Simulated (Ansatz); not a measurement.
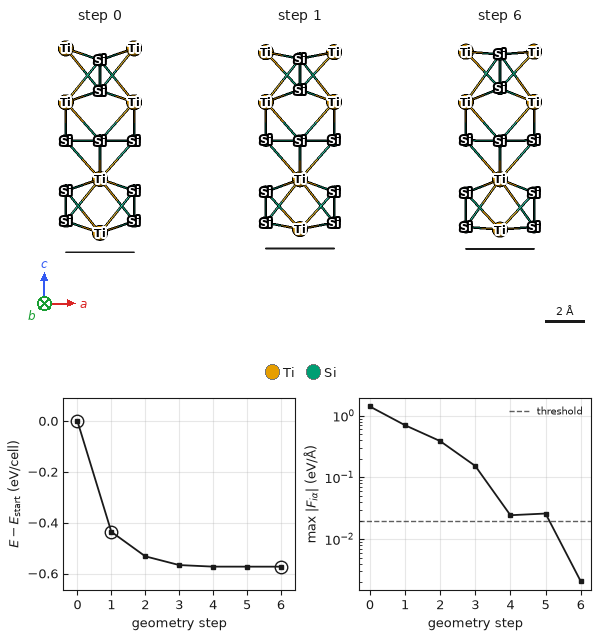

Frames of a relaxation of a slab of composition Ti2Si3 (cut from the Cmcm phase), marked on the history of the run. A ball-and-stick model of the 1 × 2 repeat of the cell, outlined in the plane, without the vacuum, seen along the b axis.

Case: (0 1 0) slab, atoms relaxed. The slab is the (0 1 0) face of TiSi2.

The calculation used DFT r2SCAN, scalar-relativistic, plane waves, PAW in Ansatz. Set-up: plane-wave cutoff 500 eV; k-point mesh 10 × 10 × 1; occupations gaussian; smearing width 0.1 eV; no spin polarisation; dipole correction; atoms relaxed in a fixed cell; force threshold 0.02 eV/Å; at most 60 steps.

Q: What happens along the run?

A: After 6 geometry steps the energy has fallen by 0.573 eV per cell of the calculation. The largest force component goes from 1.4 to 0.0021 eV/Å. The largest moves relative to the layer's centre, 0.29 Å, are those of Si atoms. Largest moves by element: Si 0.29 Å, Ti 0.17 Å. The cell stays as it was. Among the contacts that change: Si–Ti 2.806 → 3.030 Å, Si–Ti 2.806 → 2.596 Å, Ti–Ti 3.309 → 3.156 Å, Si–Si 2.379 → 2.507 Å. Among the angles between lasting bonds that change: Si–Ti–Si 152.8° → 173.5°, Si–Ti–Si 104.3° → 115.8°, Si–Ti–Si 77.9° → 85.6°. From step 0 to 1: Ti atoms move most (0.19 Å), energy −0.436 eV per cell of the calculation. From step 1 to 6: Si atoms move most (0.22 Å), energy −0.137 eV per cell of the calculation.
